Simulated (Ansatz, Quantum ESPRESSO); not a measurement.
## MgO (rock salt): bulk modulus from a few volumes

How stiff is rock salt MgO under hydrostatic load? Each row relaxes cell and atoms at a set pressure. The phase is followed to these pressures whether or not it stays the stable one.

Calculated with Ansatz 0.2.0, PBEsol, PAW files of the set soft_1, cutoff 600 eV, Fermi–Dirac smearing 0.02 eV, k-mesh 11×11×11, no spin polarisation, no spin-orbit coupling.

Reference cell, relaxed at zero pressure with PBEsol (Fm-3m): a = 2.9805 Å, b = 2.9805 Å, c = 2.9805 Å, α = 60.00°, β = 60.00°, γ = 60.00°.

```csv
atom,x,y,z
Mg,0.0000,0.0000,0.0000
O,0.5000,0.5000,0.5000
```

| V (Å³/atom) | V/V0 | P (GPa) | E − E0 (meV/atom) |
| --- | --- | --- | --- |
| 9.0861 | 0.9706 | 4.995 | 4.2 |
| 8.8465 | 0.9450 | 10.000 | 15.3 |
| 8.6353 | 0.9224 | 14.995 | 31.7 |
| 8.4463 | 0.9022 | 19.993 | 52.3 |
| 8.1197 | 0.8674 | 29.988 | 102.9 |

V0 = 9.3614 Å³ an atom, where the residual pressure P0 is +0.002 GPa. **Question.** Fit the Birch–Murnaghan law and give the pressure and the energy at V = 9.6160 Å³ an atom, a row left out above.

With the Eulerian strain f = ½[(V0/V)^(2/3) − 1] and F = (P − P0)/[3f(1 + 2f)^(5/2)], the third-order law is the line F = B0 + (3/2) B0 (B′ − 4) f.

```
      f  F (GPa)
0.04976   158.47
0.03549   158.17
0.02765   157.99
0.01922   157.81
0.01005   157.58
```

A straight line through the 5 rows: the means are 0.02843 for f and 158 for F, Σ(Δx)² = 0.0009281 and ΣΔxΔy = 0.0207, so the slope is 0.0207/0.0009281 = 22.307 and the intercept 158 − (22.307)(0.02843) = 157.37.

Hence B0 = 157.4 GPa and B′ = 4 + (22.3)/(1.5 × 157.4) = 4.09. For the withheld volume f = −0.00886, F = 157.17 GPa and P = −4.00 GPa, an extrapolation past the fitted rows. The run itself gives −4.00 GPa, so the estimate misses by 0.00 GPa, a rounding's worth.

Integrating the same law gives E − E0 = (9/2) B0 V0 f²[1 + (B′ − 4) f] + P0(V0 − V), with 1 GPa Å³ = 6.2415 meV: 3.2 meV an atom. The run itself gives 3.2 meV, so the estimate misses by 0.0 meV, a rounding's worth.

The same fit over all rows at other levels or in other programs gives B0 = 158 GPa with PBEsol (Quantum ESPRESSO, GBRV).

Measured volume: 9.334 Å³ an atom (American Mineralogist 61 266 1976, 297.15 K), so V0 is +0.3 % off. A stiffness follows the volume as d ln B/d ln V = −B′, which moves B0 by about +1 % when it is taken at the measured volume.

The calculation is for a static lattice, while measurements hold thermal and zero-point motion.

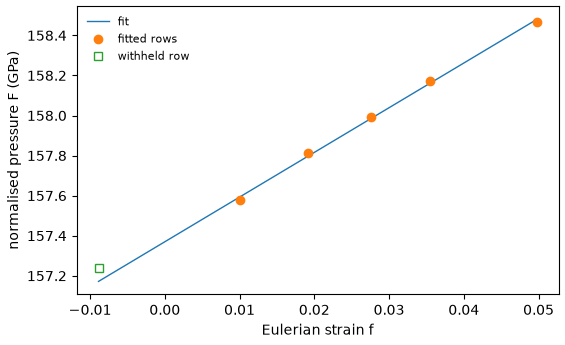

The fitted law, the rows behind it and the withheld row.

[Logs are printed without paths, hosts, clocks, repeated set-up lines and the standing remarks that a program may print on its own settings, such as how far it seeks lower states.]
